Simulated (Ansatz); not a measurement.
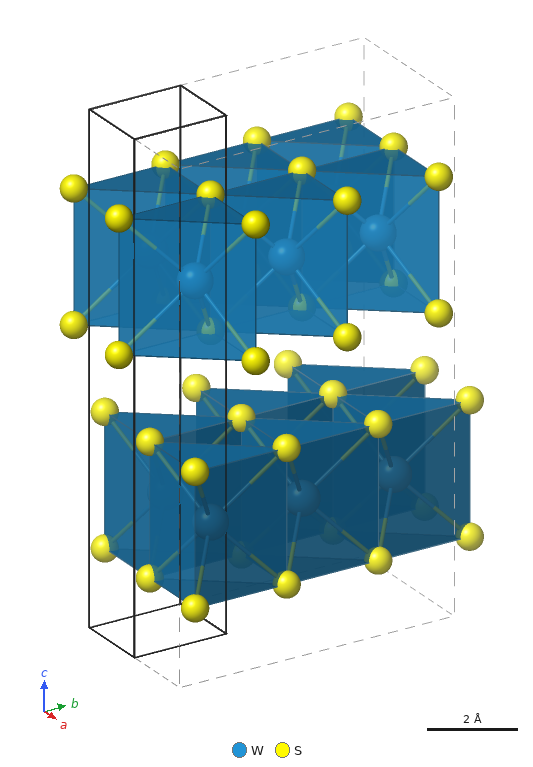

A polyhedral picture of a crystal structure, seen slightly off an axis. The solid box is one conventional unit cell, and 2×3×1 cells are shown. Some neighbours outside the box are added. Cell: a = 3.122 Å, b = 3.122 Å, c = 11.940 Å, α = 90.00°, β = 90.00°, γ = 120.00°.

The solid is WS$_{2}$. It is primitive hexagonal, space group P6_3/mmc (No. 194). This arrangement goes by the name 2H molybdenite (MoS₂) type. One cell contains 2 W, 4 S, 6 atoms in all. The polyhedra are WS6 trigonal prisms; they share edges. W is linked to six S in a trigonal prismatic arrangement at about 2.4 Å. The S atoms are each bonded to three W in a trigonal pyramidal arrangement at about 2.4 Å. Not all metal-metal contacts are counted. The bonds build WS2 layers parallel to (001).

Starting structure: a structure listed in the Materials Project. Earlier steps of the study may have refined or changed the cell and positions. A calculation with Ansatz used it as input.
